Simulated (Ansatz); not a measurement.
# Geometry relaxation, with input and output: C (part 3 of 4)

The same run, continued: C (slab, 7 atoms in the cell); DFT PBE+D3(BJ), scalar-relativistic, plane waves, PAW, spin-polarised (Ansatz 0.2.0); cutoff 420 eV, 12×12×1 k-mesh, Gaussian smearing of 0.05 eV, collinear spins. The structure derives from an entry of the Crystallography Open Database. The input holds or restrains some coordinates. Forces given for the steps count only the free coordinates. It belongs to a series of runs on one base structure; here: C put at a hollow C-C site.

Geometry of the input (Å; fractional positions):
```
2.4650  0.0000  0.0000
-1.2325  2.1348  0.0000
0.0000  0.0000  25.6987
C  0.6667  0.3333  0.3308
C  0.3333  0.6667  0.3308
C  0.3333  0.6667  0.4611
C  0.0000  0.0000  0.4611
C  0.0000  0.0000  0.5914
C  0.6667  0.3333  0.5914
C  0.3333  0.6667  0.6124
```

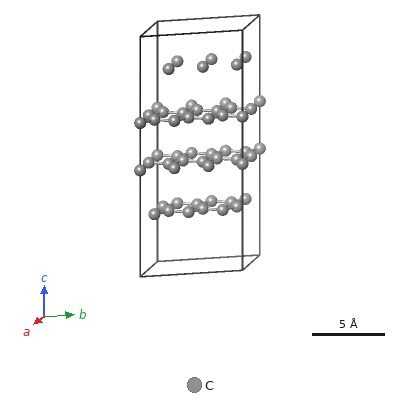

**Figure 1.** The geometry at step 17 of the log (ball-and-stick view of the 2 × 3 repeat of the cell, with the vacuum cut short, seen slightly off an axis).

What the program printed, continued:
```
SCF iter   1: F=—  HF=-1751.803856 eV  |F-HF|=—  |Δ(HF+E_count)|=         —  Δρ=5.34e-3 (↑5.34e-3 ↓5.23e-3)  dr2=7.51e-2  dr2_m=1.15e-2  M=-0.066 μB ∫|m|=0.134 μB  β_m=1.20  ethr=2.67e-4  p=-0.056 e·Å  D=-7.50e-2 V/Å  ΔV_dip=1.93 eV  dr2_dipole=4.33e-5  V_vac-E_F(+/−)=6.21/4.28 eV  ⟨swp⟩=1.1  Hψ=3567  notcnv=0  defer=90
efield: sawtooth ramp at fractional position 0.9516 (handed on by an earlier solve), width 0.0400; the density the first Hamiltonian is built on has a dipole p = -0.056 e·Å; the dipole correction subtracts the counter field D = -7.50e-2 V/Å, which shifts the + side's vacuum level by +1.93 eV against the − side's; the planar-averaged density in the ramp window peaks in size at 1.2e-6 e/Å³
preconditioner: auto → LDOS  [metal: Δε(μ)=0.004 eV  Ē_g=13.662 eV  σ=0.050 eV  W_gap=0.05  n_scr=16 (ndim 8)  ℏωp=16.9 eV  f_vac=0.470  D(μ)=2.62/eV (n_scr^D=14)]
spin=Collinear: LDOS preconditioning applied to the charge; magnetization (m = ρ↑ − ρ↓) channel mixes plain (no charge-response kernel on spin).
SCF iter   2: F=—  HF=-1751.816709 eV  |F-HF|=—  |Δ(HF+E_count)|=   1.29e-2  Δρ=2.87e-3 (↑2.87e-3 ↓2.64e-3)  dr2=1.79e-2  dr2_m=1.43e-3  M=-0.063 μB ∫|m|=0.076 μB  β_m=0.38  ethr=2.67e-4  p=-0.056 e·Å  D=-7.45e-2 V/Å  ΔV_dip=1.92 eV  dr2_dipole=1.00e-4  V_vac-E_F(+/−)=6.21/4.30 eV  ⟨swp⟩=2.1  Hψ=1297  notcnv=0  defer=90
density mixer auto → msr1: a metal under ldos (density of states about μ 0.47 of a free-electron gas's, 16 screened modes)
SCF iter   3: F=—  HF=-1751.812264 eV  |F-HF|=—  |Δ(HF+E_count)|=   4.44e-3  Δρ=1.69e-3 (↑1.69e-3 ↓1.52e-3)  dr2=1.95e-3  dr2_m=1.98e-3  M=-0.064 μB ∫|m|=0.064 μB  β_m=0.67  ethr=6.40e-5  p=-0.056 e·Å  D=-7.45e-2 V/Å  ΔV_dip=1.91 eV  dr2_dipole=8.63e-6  V_vac-E_F(+/−)=6.22/4.30 eV  ⟨swp⟩=2.0  Hψ=1264  notcnv=0  defer=90
SCF iter   4: F=—  HF=-1751.815648 eV  |F-HF|=—  |Δ(HF+E_count)|=   3.38e-3  Δρ=4.65e-4 (↑4.65e-4 ↓3.22e-4)  dr2=2.92e-4  dr2_m=1.54e-4  M=-0.059 μB ∫|m|=0.059 μB  β_m=0.81  ethr=6.97e-6  p=-0.056 e·Å  D=-7.46e-2 V/Å  ΔV_dip=1.92 eV  dr2_dipole=1.57e-4  V_vac-E_F(+/−)=6.22/4.30 eV  ⟨swp⟩=2.0  Hψ=1249  notcnv=0  defer=90
SCF iter   5: F=—  HF=-1751.815870 eV  |F-HF|=—  |Δ(HF+E_count)|=   2.22e-4  Δρ=2.75e-4 (↑2.75e-4 ↓2.11e-4)  dr2=2.20e-4  dr2_m=6.12e-5  M=-0.055 μB ∫|m|=0.055 μB  β_m=0.91  ethr=1.04e-6  p=-0.056 e·Å  D=-7.49e-2 V/Å  ΔV_dip=1.93 eV  dr2_dipole=1.22e-4  V_vac-E_F(+/−)=6.23/4.30 eV  ⟨swp⟩=2.0  Hψ=1237  notcnv=0  defer=90
SCF iter   6: F=—  HF=-1751.815995 eV  |F-HF|=—  |Δ(HF+E_count)|=   1.26e-4  Δρ=2.41e-4 (↑2.41e-4 ↓1.93e-4)  dr2=2.34e-4  dr2_m=2.59e-5  M=-0.051 μB ∫|m|=0.051 μB  β_m=0.81  ethr=7.86e-7  p=-0.056 e·Å  D=-7.52e-2 V/Å  ΔV_dip=1.93 eV  dr2_dipole=9.44e-5  V_vac-E_F(+/−)=6.24/4.30 eV  ⟨swp⟩=2.0  Hψ=1311  notcnv=0  defer=90
SCF iter   7: F=—  HF=-1751.816019 eV  |F-HF|=—  |Δ(HF+E_count)|=   2.38e-5  Δρ=7.98e-5 (↑6.90e-5 ↓7.98e-5)  dr2=1.26e-5  dr2_m=4.93e-6  M=-0.044 μB ∫|m|=0.044 μB  β_m=0.90  ethr=7.86e-7  p=-0.057 e·Å  D=-7.60e-2 V/Å  ΔV_dip=1.95 eV  dr2_dipole=2.63e-7  V_vac-E_F(+/−)=6.25/4.30 eV  ⟨swp⟩=2.0  Hψ=1285  notcnv=0  defer=90
SCF iter   8: F=—  HF=-1751.816023 eV  |F-HF|=—  |Δ(HF+E_count)|=   3.84e-6  Δρ=5.70e-5 (↑5.43e-5 ↓5.70e-5)  dr2=5.52e-6  dr2_m=2.94e-6  M=-0.041 μB ∫|m|=0.041 μB  β_m=0.95  ethr=4.49e-8  p=-0.057 e·Å  D=-7.61e-2 V/Å  ΔV_dip=1.96 eV  dr2_dipole=1.17e-6  V_vac-E_F(+/−)=6.26/4.30 eV  ⟨swp⟩=2.1  Hψ=1212  notcnv=0  defer=90
SCF iter   9: F=—  HF=-1751.816031 eV  |F-HF|=—  |Δ(HF+E_count)|=   7.99e-6  Δρ=3.28e-5 (↑3.25e-5 ↓3.28e-5)  dr2=5.73e-6  dr2_m=5.17e-7  M=-0.035 μB ∫|m|=0.035 μB  β_m=0.90  ethr=1.97e-8  p=-0.057 e·Å  D=-7.66e-2 V/Å  ΔV_dip=1.97 eV  dr2_dipole=1.40e-6  V_vac-E_F(+/−)=6.27/4.30 eV  ⟨swp⟩=2.2  Hψ=1360  notcnv=0  defer=90
SCF iter  10: F=—  HF=-1751.816032 eV  |F-HF|=—  |Δ(HF+E_count)|=   8.93e-7  Δρ=2.32e-5 (↑2.32e-5 ↓1.98e-5)  dr2=3.01e-6  dr2_m=3.22e-7  M=-0.033 μB ∫|m|=0.033 μB  β_m=0.82  ethr=1.97e-8  p=-0.057 e·Å  D=-7.67e-2 V/Å  ΔV_dip=1.97 eV  dr2_dipole=1.52e-6  V_vac-E_F(+/−)=6.27/4.30 eV  ⟨swp⟩=2.0  Hψ=1275  notcnv=0  defer=90
SCF iter  11: F=—  HF=-1751.816032 eV  |F-HF|=—  |Δ(HF+E_count)|=   4.31e-7  Δρ=1.53e-5 (↑1.53e-5 ↓1.22e-5)  dr2=9.40e-7  dr2_m=2.05e-7  M=-0.032 μB ∫|m|=0.032 μB  β_m=0.91  ethr=1.08e-8  p=-0.057 e·Å  D=-7.68e-2 V/Å  ΔV_dip=1.97 eV  dr2_dipole=5.47e-7  V_vac-E_F(+/−)=6.27/4.30 eV  ⟨swp⟩=2.2  Hψ=1140  notcnv=0  defer=90
iter 12 did not close the SCF: its close was put off for a magnetic moment that had not settled (scf_convergence_deferred on its scf_iter line)
SCF iter  12: F=-1751.816033 eV  HF=-1751.816033 eV  |F-HF|=2.73e-8  |Δ(HF+E_count)|=   1.24e-6  Δρ=6.26e-6 (↑6.26e-6 ↓3.37e-6)  dr2=6.72e-8  dr2_m=1.85e-8  M=-0.028 μB ∫|m|=0.028 μB  β_m=0.95  ethr=3.57e-10  p=-0.058 e·Å  D=-7.69e-2 V/Å  ΔV_dip=1.98 eV  dr2_dipole=3.05e-9  V_vac-E_F(+/−)=6.28/4.30 eV  ⟨swp⟩=17.3  Hψ=6775  notcnv=0
SCF iter  13: F=—  HF=-1751.816034 eV  |F-HF|=—  |Δ(HF+E_count)|=   1.09e-7  Δρ=4.08e-6 (↑4.08e-6 ↓2.53e-6)  dr2=1.27e-7  dr2_m=8.31e-9  M=-0.027 μB ∫|m|=0.027 μB  β_m=0.93  ethr=2.40e-10  p=-0.058 e·Å  D=-7.69e-2 V/Å  ΔV_dip=1.98 eV  dr2_dipole=5.28e-8  V_vac-E_F(+/−)=6.28/4.30 eV  ⟨swp⟩=2.0  Hψ=1192  notcnv=0
iter 14 did not close the SCF: its close was put off for a magnetic moment that had not settled (scf_convergence_deferred on its scf_iter line)
SCF iter  14: F=-1751.816034 eV  HF=-1751.816034 eV  |F-HF|=4.77e-8  |Δ(HF+E_count)|=   6.46e-8  Δρ=1.97e-6 (↑1.97e-6 ↓1.67e-6)  dr2=3.89e-8  dr2_m=1.06e-9  M=-0.027 μB ∫|m|=0.027 μB  β_m=0.80  ethr=2.40e-10  p=-0.058 e·Å  D=-7.70e-2 V/Å  ΔV_dip=1.98 eV  dr2_dipole=1.59e-8  V_vac-E_F(+/−)=6.28/4.30 eV  ⟨swp⟩=9.1  Hψ=5412  notcnv=0
iter 15 did not close the SCF: its close was put off for a magnetic moment that had not settled (scf_convergence_deferred on its scf_iter line)
SCF iter  15: F=-1751.816034 eV  HF=-1751.816034 eV  |F-HF|=5.90e-9  |Δ(HF+E_count)|=   7.24e-9  Δρ=9.06e-7 (↑9.06e-7 ↓8.79e-7)  dr2=7.25e-9  dr2_m=3.80e-10  M=-0.026 μB ∫|m|=0.026 μB  β_m=0.79  ethr=1.39e-10  p=-0.058 e·Å  D=-7.70e-2 V/Å  ΔV_dip=1.98 eV  dr2_dipole=1.53e-9  V_vac-E_F(+/−)=6.28/4.30 eV  ⟨swp⟩=7.1  Hψ=5052  notcnv=0
iter 16 did not close the SCF: its close was put off for a magnetic moment that had not settled (scf_convergence_deferred on its scf_iter line)
SCF iter  16: F=-1751.816034 eV  HF=-1751.816034 eV  |F-HF|=2.36e-10  |Δ(HF+E_count)|=   1.98e-9  Δρ=7.46e-7 (↑7.46e-7 ↓2.22e-7)  dr2=1.03e-9  dr2_m=1.87e-10  M=-0.026 μB ∫|m|=0.026 μB  β_m=0.73  ethr=2.59e-11  p=-0.058 e·Å  D=-7.70e-2 V/Å  ΔV_dip=1.98 eV  dr2_dipole=1.16e-10  V_vac-E_F(+/−)=6.28/4.30 eV  ⟨swp⟩=6.3  Hψ=4671  notcnv=0
iter 17 did not close the SCF: its close was put off for a magnetic moment that had not settled (scf_convergence_deferred on its scf_iter line)
SCF iter  17: F=-1751.816034 eV  HF=-1751.816034 eV  |F-HF|=4.77e-11  |Δ(HF+E_count)|=  6.15e-10  Δρ=2.55e-7 (↑2.55e-7 ↓1.78e-7)  dr2=1.04e-10  dr2_m=4.50e-11  M=-0.026 μB ∫|m|=0.026 μB  β_m=0.87  ethr=3.66e-12  p=-0.058 e·Å  D=-7.70e-2 V/Å  ΔV_dip=1.98 eV  dr2_dipole=2.17e-11  V_vac-E_F(+/−)=6.28/4.30 eV  ⟨swp⟩=5.7  Hψ=4437  notcnv=0
SCF iter  18: F=-1751.816034 eV  HF=-1751.816034 eV  |F-HF|=7.75e-11  |Δ(HF+E_count)|=  2.02e-10  Δρ=1.52e-7 (↑1.27e-7 ↓1.52e-7)  dr2=9.72e-11  dr2_m=6.41e-12  M=-0.026 μB ∫|m|=0.026 μB  ethr=1.00e-12  p=-0.058 e·Å  D=-7.70e-2 V/Å  ΔV_dip=1.98 eV  dr2_dipole=1.21e-11  V_vac-E_F(+/−)=6.28/4.30 eV  ⟨swp⟩=5.7  Hψ=4323  notcnv=0
the starting moments were not kept: the SCF closed with an absolute magnetisation of 2.6e-2 μB, where they sum to 2 μB in size (1 site). That is at most 0.1 of that sum.
SCF 17 converged in 18 iterations: F = -1751.816034 eV  dr2 = 9.72e-11
relax step  17: F+E_penalty+E_count = -1751.81603358 eV  Δ(F+E_penalty+E_count) = -7.342e-4 eV  max|allowed force component| = 1.360e-2 eV/Å  Δτ_max = 0.1032 Å  (18 SCF iters, accepted)
```

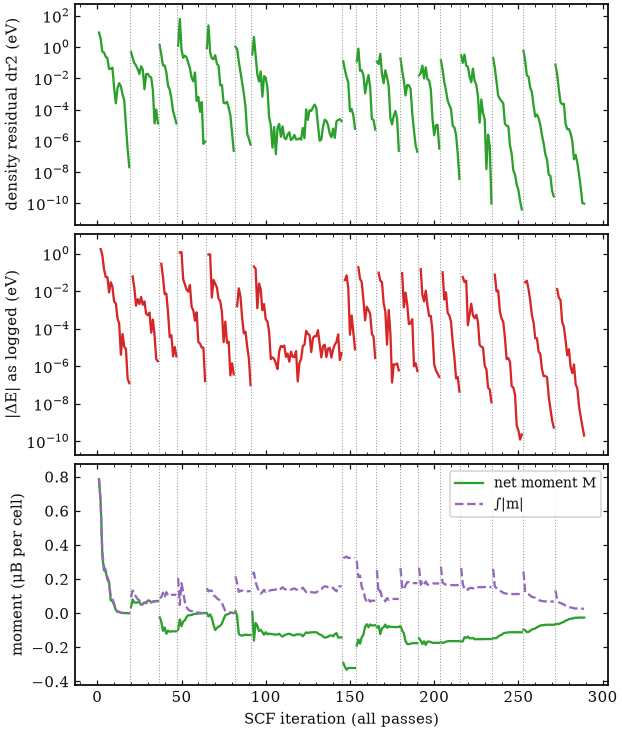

**Figure 2.** Convergence of the self-consistent field: density residual dr2, size of the energy change and magnetic moment against the SCF iteration. The dotted lines part the SCF passes of the relaxation: geometry steps, rejected trials and re-solves on a re-selected basis. The 17 passes take 8 to 54 iterations each, 289 in all. The net moment goes from 0.8 to 0.0 μB per cell, and ∫|m| falls to zero.

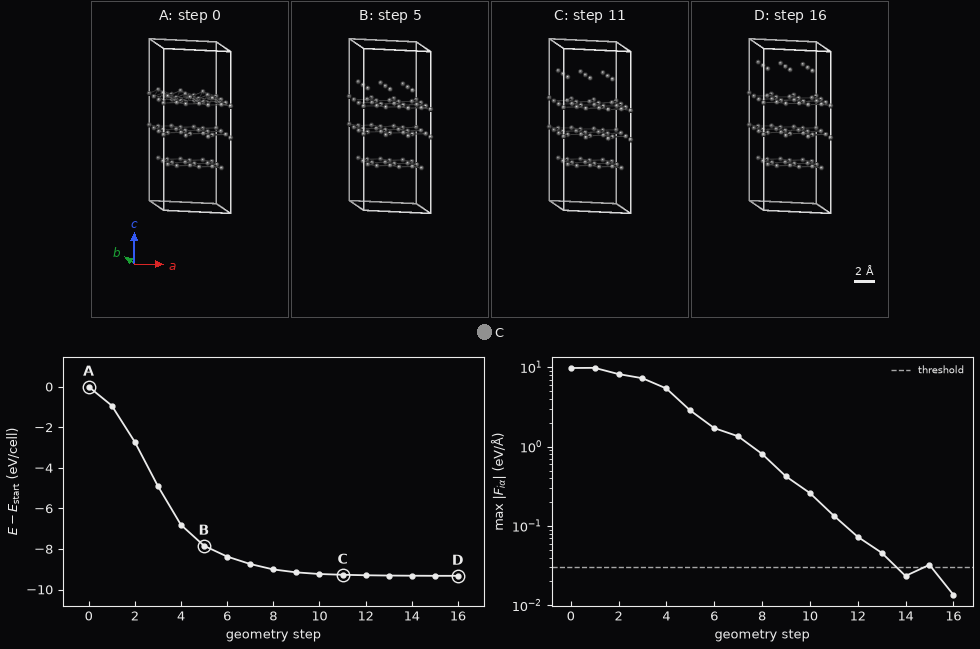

**Figure 3.** Frames of the restrained relaxation (ball-and-stick view of the 3 × 3 repeat of the cell, with the vacuum cut short, seen slightly off an axis) above the curves, on which the letters mark them (the first geometry is step 0 here and step 1 in the log).

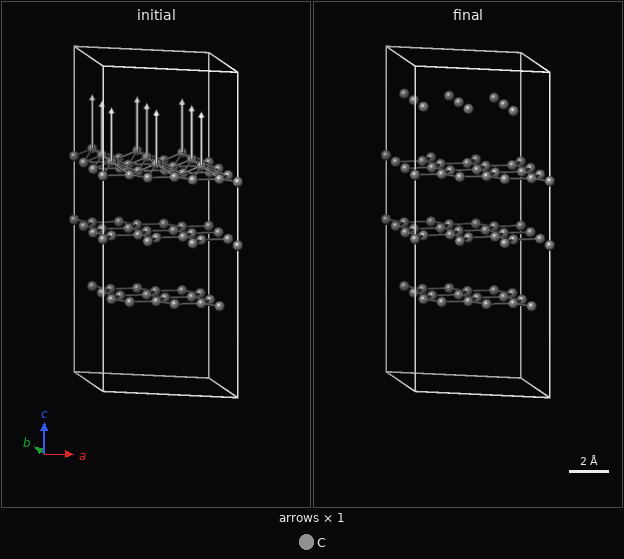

**Figure 4.** Before (left) and after (right) the restrained relaxation, at one scale (ball-and-stick view of the 3 × 3 repeat of the cell, with the vacuum cut short, seen slightly off an axis). The white arrows give the displacements, at true length. The atom that moves furthest is C7 (2.89 Å). The cell stays as it was. Among the contacts that change: C5–C7 1.523 → 3.678 Å. Bonds break: C5–C7 (1.52 → 3.68 Å), C6–C7 (1.52 → 3.68 Å). Over 16 geometry steps the energy falls by 9.323 eV per cell of the calculation. The largest force component goes from 9.8 to 0.014 eV/Å. (Atoms are counted from 1 in the order of the input.)

```
WARN: The output density's exchange-correlation potential varies sharply where the density is thin. Do not read a vacuum level from v_tot or v_xc, or from such a field of the output density. On a cell that repeats whose density bears no net charge and no dipole along the vacuum's axis use v_es (v_loc + v_h of the components); under efield.dipole_correction with no amplitude use v_es + v_field, which holds any external_charges[].barrier, or the levels of the report's work_function block, which leave it out; under a non-zero efield.amplitude the vacuum is tilted and has no level; on a cell that repeats and bears such a dipole with no correction it is tilted too, and efield.dipole_correction with no amplitude gives each side of its ramp a level where efield: is served; in a cell that repeats whose density bears a net charge (total_charge, or a fill off its count) it is curved and has none; of a slab under crystal.periodic whose density bears no net charge use v_es, which has a level on each side, short of where the two are joined; of another it falls or rises all the way out and has none; of a slab beside external_charges read slab_vacuum_level instead, which it has where they leave it neutral. The grid or the basis barely resolves most such structure, and the values can differ between equally converged runs; as a rule a tighter scf.convergence.dr2_threshold does not remove it. Where the density itself ripples (under the LDA too) a higher basis.ecutwfc lessens it. The files hold the spikes' plane waves up to the density's cutoff. Files: v_tot_of_output_density and the like, and their columns of v_z.tsv (output.write_potential); v_xc_of_output_density and the like, and their columns of v_comp_z.tsv (output.write_potential_components). Measured: with its Gaussian average of σ = 0.25 Å subtracted twice, the exchange-correlation potential is over 0.1 eV at 104 of the grid points where the equally averaged density (valence and model cores) is under 1e-3 e/Å³, and 0.487 eV at the most among them, at an averaged density of 1.3e-7 e/Å³. The input density's (outcome.potential() and, of a run that writes arrays, v_tot and v_xc) is over 0.1 eV, so measured, at 227 points of its own thin density, 0.502 eV at the most. See output.write_potential in the manual, Limitations
SCF converged after 18 iterations
Magnetization: -0.0262 μB (13.9869 up, 14.0131 down)
Absolute magnetization: 0.0262 μB (∫|ρ↑−ρ↓|, with the PAW one-centre terms)
Spin contamination: 0.0001 ħ² per cell (⟨S²⟩ above its minimum at these occupations)
Per-site moments (μB) at R_I (Å): [(1.5960051973478155e-7, 0.5870691369919444), (-1.7114938331175914e-7, 0.5870691369919444), (2.1626936070432498e-6, 0.5870688356278652), (-9.102244442402662e-6, 0.5870688356278652), (-5.155578484567194e-5, 0.5870688934142493), (-4.1052663427930084e-5, 0.5870688934142493), (-0.019382789706636767, 1.0168329221799088)]
Free energy (F): -1751.816034 eV
Harris-Foulkes:  -1751.816034 eV  (|F-HF|=7.75e-11)
Internal energy: -1751.813485 eV  (E = F + TS)
E sigma→0 (E₀):  -1751.814759 eV
Entropy (-TS):   -0.002548 eV (-0.364 meV/atom)
Fermi energy:    0.324913 eV
Dipole field:    D = -0.076988 V/Å  (p = -0.057538 e·Å, saw-weighted, corrected)
Work function:   Φ+ = 6.2772 eV   Φ− = 4.2988 eV
Levels:          The Fermi level and band energies are counted from a zero that moves with the ramp; work functions are not
--- Per-component energies (eV) ---
  E_band       = -225.075137
  E_kinetic    = 614.381598
  E_local      = -17300.977004  (includes V_loc(G=0)·N_el)
  E_nonlocal   = 192.515095
  E_hartree    = 8360.193136
  E_xc         = -330.440312
  E_vxc        = -408.522725  (∫ρ·V_xc dr)
  E_paw        = -692.860516  (= ΣΔE_a)
  E_vpaw       = -44.399243  (= ΣTr[D̂ρ^β])
  E_aug_tail   = 0.000045  (compensation charges beyond the density's cutoff)
  E_efield     = 0.002215  (sawtooth field / dipole correction)
  E_vefield    = 1.540956  (∫n·V_field dr)
  E_ewald      = 7406.334833
  E_disp       = -0.962574  (pairwise vdW)
  E_smearing   = -0.002548  (= −TS)
  E_closure    = 0.000000  (closes the sum)
  Σ components = -1751.816034   (vs F -1751.816034, Δ=0.00e0)
--- Forces (eV/Å), atoms counted from 1 ---
  atom   1  C     -0.00000000    -0.00000000     0.01019947
  atom   2  C      0.00000000     0.00000000    -0.01412200
  atom   3  C     -0.00000000    -0.00000000    -0.01039377
  atom   4  C      0.00000000     0.00000000     0.01360204
  atom   5  C     -0.00000000    -0.00000000     0.00641149
  atom   6  C      0.00000000     0.00000000    -0.00652814
  atom   7  C     -0.00000000     0.00000000     0.00082679
  max |Σ_I F_I| component: 4.12e-6 eV/Å
--- Band table (eV; the first three rows and the last of 38) ---
  k-point 0 ↑: bands = ["-19.1978", "-18.9981", "-18.7492", "-11.2295", "-7.7621", "-7.0617", "-6.3479", "-2.6804", "-2.6804", "-2.5154", "-2.5154", "-2.2935", "-2.2935", "-1.5552", "3.9384", "5.1822", "5.6176", "5.6176", "5.6798", "6.3601", "6.8568", "8.2396"]
  k-point 1 ↑: bands = ["-19.0333", "-18.8342", "-18.5857", "-11.0544", "-7.5624", "-6.8658", "-6.1567", "-3.3328", "-3.1677", "-3.0198", "-2.9447", "-2.8547", "-2.6324", "-1.3950", "4.1600", "5.1150", "5.4051", "5.4719", "5.8894", "6.5729", "7.0727", "8.4098"]
  k-point 2 ↑: bands = ["-18.5414", "-18.3443", "-18.0969", "-10.5338", "-6.9678", "-6.2835", "-5.5891", "-4.9738", "-4.8080", "-4.5824", "-3.8148", "-3.6495", "-3.4263", "-0.9300", "3.7640", "4.8239", "5.0940", "6.0715", "6.5155", "7.2097", "7.7139", "8.6764"]
  k-point 18 ↓: bands = ["-12.2553", "-12.2438", "-12.0897", "-12.0701", "-11.8503", "-11.8412", "-10.2100", "-10.0478", "-9.8175", "-5.6539", "-1.0563", "-1.0561", "0.0936", "0.2935", "0.3492", "0.7723", "0.7760", "0.9997", "2.0812", "10.9637", "11.0519", "11.4665"]
```
